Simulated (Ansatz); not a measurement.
```
Si
1.0
    14.33069    0.00000   -0.00992
     0.00000    3.75103    0.00000
    -0.77864    0.00000    6.31989
Si
16
Direct
  0.05566 0.00000 0.87412
  0.55566 0.50000 0.87412
  0.44434 0.50000 0.12588
  0.94434 0.00000 0.12588
  0.05923 0.50000 0.65364
  0.55923 0.00000 0.65364
  0.44077 0.00000 0.34636
  0.94077 0.50000 0.34636
  0.21289 0.00000 0.05707
  0.71289 0.50000 0.05707
  0.28711 0.50000 0.94293
  0.78711 0.00000 0.94293
  0.22703 0.50000 0.58560
  0.72703 0.00000 0.58560
  0.27297 0.00000 0.41440
  0.77297 0.50000 0.41440
```

Space group C2/m; a structure from a database of computed crystals, not necessarily the ambient phase; changed on purpose from its base cell (strain +0.0300 x Voigt [1, -1, 0, 0, 0, 0], atoms carried along); not relaxed (largest force 0.5 eV/Å).

The calculation used DFT PBE, scalar-relativistic, plane waves, PAW in Ansatz 0.2.0.

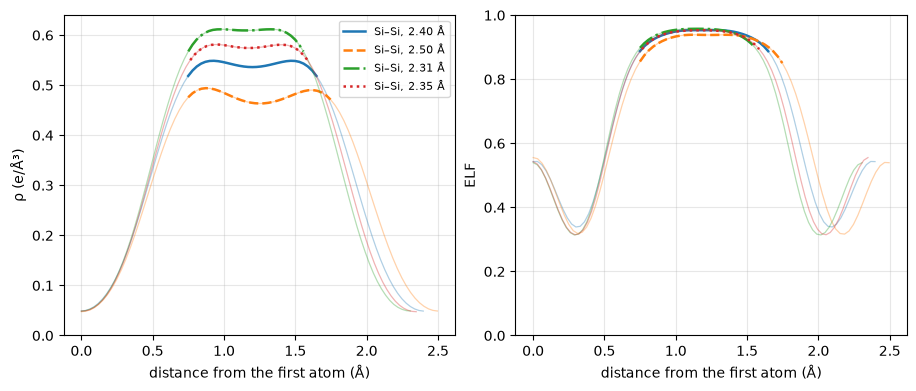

Si. Valence charge density (pseudo) and ELF along straight lines between neighbouring atoms. Thin, pale parts lie inside the atomic spheres.

The density is the valence pseudo-density of a PAW calculation; it isn't the true density close to the nuclei.

**Compare the contacts.**

Si–Si (2.40 Å): the density is about 0.54 e/Å³ at the midpoint; the ELF peaks at about 0.95 between the atoms (a covalent bond).
Si–Si (2.50 Å): ρ is about 0.46 e/Å³ halfway; the ELF peaks at about 0.95 between the atoms, as expected for localised, covalent bonding.
Si–Si (2.31 Å): ρ at the midpoint is about 0.61 e/Å³; the ELF peaks at about 0.95 between the atoms, as expected for localised, covalent bonding.
Si–Si (2.35 Å): ρ at the midpoint is about 0.57 e/Å³; the ELF peaks at about 0.95 between the atoms; a shared electron pair.
